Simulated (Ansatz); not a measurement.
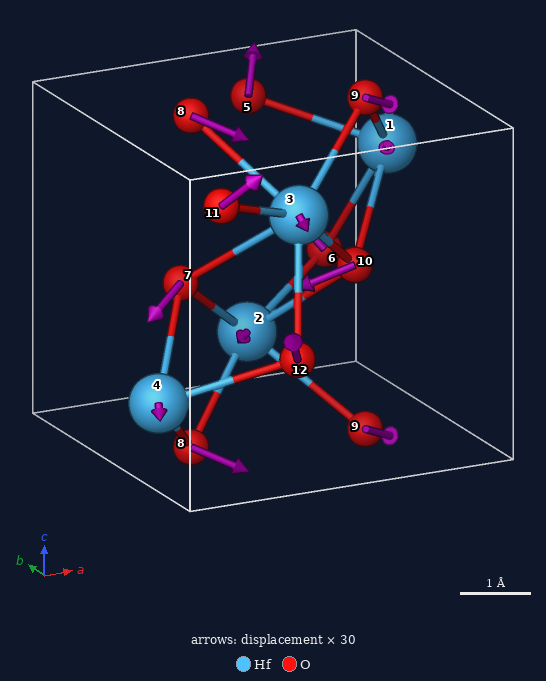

A relaxation of solid HfO2 (set up in Pca2_1). The starting structure is drawn; purple arrows show the displacements (the part carried along by the change of the cell is left out), magnified 30 times.

A ball-and-stick model of the cell of the calculation, seen from a free direction.

The run lets cell and atoms move.

The calculation used Kohn-Sham DFT of a periodic cell, PBE, Ansatz PAW (Ansatz 0.2.0).

Input
```yaml
crystal:
  lattice:
    - [5.21946336, 0.0, 0.0]
    - [0.0, 5.00476369, 0.0]
    - [0.0, 0.0, 5.03268505]
  atoms:
    - { symbol: Hf, position: [0.966994, 0.73252082, 0.74144035] }
    - { symbol: Hf, position: [0.533006, 0.73252082, 0.24144035] }
    - { symbol: Hf, position: [0.466994, 0.26747918, 0.74144035] }
    - { symbol: Hf, position: [0.033006, 0.26747918, 0.24144035] }
    - { symbol: O, position: [0.63212745, 0.9286454, 0.87926726] }
    - { symbol: O, position: [0.86787255, 0.9286454, 0.37926726] }
    - { symbol: O, position: [0.23394852, 0.53988305, 0.49229239] }
    - { symbol: O, position: [0.26605148, 0.53988305, 0.99229239] }
    - { symbol: O, position: [0.76605148, 0.46011695, 0.99229239] }
    - { symbol: O, position: [0.73394852, 0.46011695, 0.49229239] }
    - { symbol: O, position: [0.13212745, 0.0713546, 0.87926726] }
    - { symbol: O, position: [0.36787255, 0.0713546, 0.37926726] }
hamiltonian:
  xc: pbe
  pseudopotentials: { kind: paw }
kpoints:
  mp_grid: { grid: [5, 6, 5] }
scf:
  occupations: { method: fermi_dirac, width: 0.05 }
output:
  forces: true
  stress: true
relax:
  f_tol: 0.01
  max_steps: 40
  cell: { stress_tol: 0.05 }
```

Run as
```bash
ansatz run input.yaml --threads 2 --pin off --max-ram 5120MiB --backend cpu --events-out ev --progress --plain --runs-dir out
```

### Atoms of which element are displaced furthest, and by how much?

Oxygen: up to 0.031 Å, against 0.010 Å for hafnium.

### What did the optimiser do to the structure, and how much energy did it gain?

Over 6 accepted moves (9 points after the start) the energy falls by 0.154 eV per cell of the calculation. The largest force component goes from 0.09 to 0.0011 eV/Å. The pressure goes from 9.76 to 0.02 GPa. The line search rejected the trial step at point 3 of the run. At 2 points the geometry stayed and the basis and grid were re-selected for the new cell (energy shift of 32.9 meV per cell of the calculation at most each time). The largest moves relative to the cell, 0.031 Å, are those of O7, O8, O9 and O10. O7 goes along [−2 −1 −1]. Largest moves by element: O 0.031 Å, Hf 0.010 Å. The volume changes by +4.1 %, with a 5.219 → 5.294 Å (+1.4 %), b 5.005 → 5.069 Å (+1.3 %), c 5.033 → 5.101 Å (+1.4 %). Among the contacts that change: Hf1–Hf3 3.497 → 3.552 Å, Hf1–Hf4 3.445 → 3.498 Å, Hf1–O8 2.227 → 2.279 Å, Hf1–Hf2 3.386 → 3.436 Å. The space group stays Pca2_1 (No. 29). Cost: 110 s on 2 threads of INTEL(R) XEON(R) PLATINUM 8581C CPU @ 2.10GHz (Emerald Rapids) (shared host), peak memory 0.71 GiB.
